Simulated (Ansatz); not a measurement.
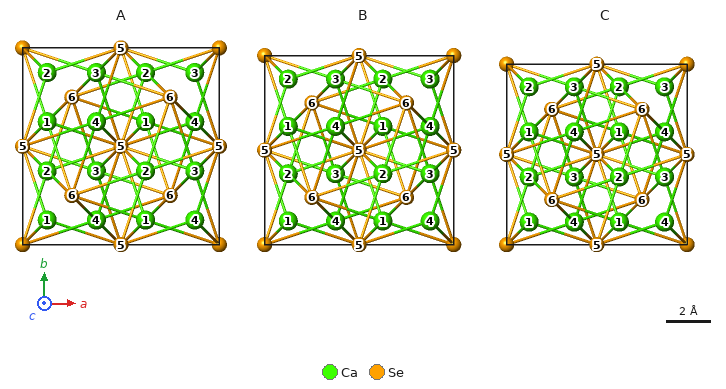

3 geometries from one relaxation of solid Ca₂Se (a generated structure, set up in Fd-3m) (coarse preliminary run), in shuffled order. A ball-and-stick model of the conventional cell (4 times the calculation's cell), seen along the c axis. Lengths and directions refer to the drawn axes.

Theory: Ansatz 0.2.0, DFT PBE, scalar-relativistic, plane waves, PAW. Set-up: plane-wave cutoff 420 eV; k-point mesh 4 × 4 × 4; occupations gaussian; smearing width 0.1 eV; no spin polarisation; cell and atoms relaxed; force threshold 0.04 eV/Å; at most 70 steps.

Question: Order the frames from highest to lowest energy.

Answer: C, B, A. They are steps 0, 1, 3, at +140 meV per atom, +32.8 meV per atom relative to the last. Over 2 accepted moves (3 points after the start) the energy falls by 140 meV per atom. All forces vanish by symmetry, so only the cell relaxes. The pressure goes from 6.88 to 0.29 GPa. The SCF was repeated once at an unchanged geometry on a basis and grid sized afresh for the cell, which shifted the energy by 0.7 meV per atom at most. The atoms keep their places relative to the cell (all moves are under 0.005 Å). The drawn cell changes as follows: a = b = c 8.377 → 9.133 Å (+9.0 %); the volume changes by +29.6 %. Among the contacts that change: Ca1–Se5 3.473 → 3.786 Å, Ca1–Ca2 2.962 → 3.229 Å. The space group stays Fd-3m (No. 227). The run took 10 s on 1 thread of Intel(R) Xeon(R) Platinum 8488C (Sapphire Rapids), with other jobs on the host, peak memory 0.51 GiB.
